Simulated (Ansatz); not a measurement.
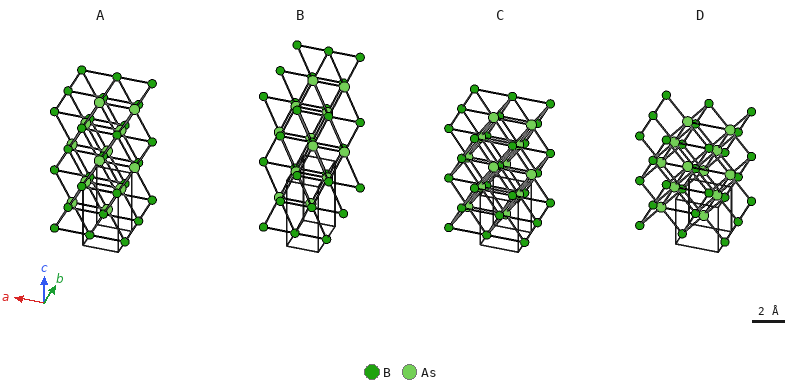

4 geometries from one relaxation of a crystal of BAs (a generated structure, set up in Pmmm), in shuffled order. A ball-and-stick model of the cell of the calculation, repeated 2 × 3 × 2 with one cell outlined, seen from a free direction.

The run lets cell and atoms move.

All numbers below come from Kohn-Sham DFT of a periodic cell, PBEsol0, Ansatz PAW in Ansatz 0.2.0. (plane-wave cutoff 420 eV; k-point mesh 6 × 4 × 3; occupations fermi-dirac; smearing width 0.05 eV; no spin polarisation; cell and atoms relaxed; force threshold 0.01 eV/Å; at most 40 steps)

Order the frames from highest to lowest energy.

Answer. B, A, C, D. They are steps 0, 4, 7, 19, at +1129 meV per atom, +475 meV per atom, +243 meV per atom relative to the last. The energy falls by 1129 meV per atom in 16 accepted moves (19 points after the start). All forces vanish by symmetry, so only the cell relaxes. The pressure goes from 4.13 to 0.01 GPa. The line search rejected the trial step at point 11 of the run. The SCF was repeated twice at an unchanged geometry on a basis and grid sized afresh for the cell, which shifted the energy by 32.7 meV per atom at most. No atom moves by more than 0.005 Å relative to the cell. The drawn cell changes as follows: a 2.128 → 2.869 Å (+34.8 %), b 3.174 → 2.513 Å (−20.8 %), c 4.951 → 3.394 Å (−31.5 %); the volume changes by −26.8 %. Some distances before and after: B–B 2.128 → 2.869 Å, As–As 2.128 → 2.869 Å, As–As 3.174 → 2.513 Å, B–B 3.174 → 2.513 Å. The space group stays Pmmm (No. 47). Cost: 2.1 min on 1 × NVIDIA H100 80GB HBM3 with 2 threads of AMD EPYC 7R13 Processor (Zen 3), with other jobs on the host, peak memory 1.7 GiB.

Limits of the set-up: the k-point mesh is coarse for a cell with partly filled bands.
